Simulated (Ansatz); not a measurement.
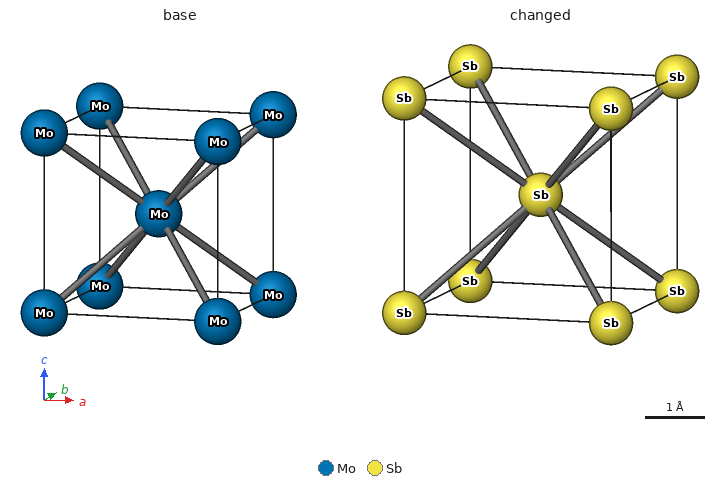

Left: a crystal of Mo (set up in Im-3m). Right: the same structure after one change, at the same scale. The picture is a ball-and-stick view of the conventional cell (2 times the calculation's cell), seen slightly off an axis. Lengths and directions refer to the drawn axes.

These are results of DFT PBEsol, scalar-relativistic, plane waves, PAW in Ansatz, not measurements. Set-up: plane-wave cutoff 420 eV; occupations gaussian; smearing width 0.1 eV; no spin polarisation. The k-mesh is chosen for each cell (18×18×18, 16×16×16).

What was changed?

Every molybdenum atom is replaced by antimony, which gives Sb. Cell and atoms are relaxed again (to zero pressure within 0.1 GPa, forces under 0.01 eV/Å).

How do the computed properties respond?

The volume per atom goes from 15.32 to 25.93 Å³. The drawn cell changes as follows: a = b = c 3.129 → 3.729 Å (+19.2 %); the volume changes by +69.3 %. The space group stays Im-3m (No. 229).
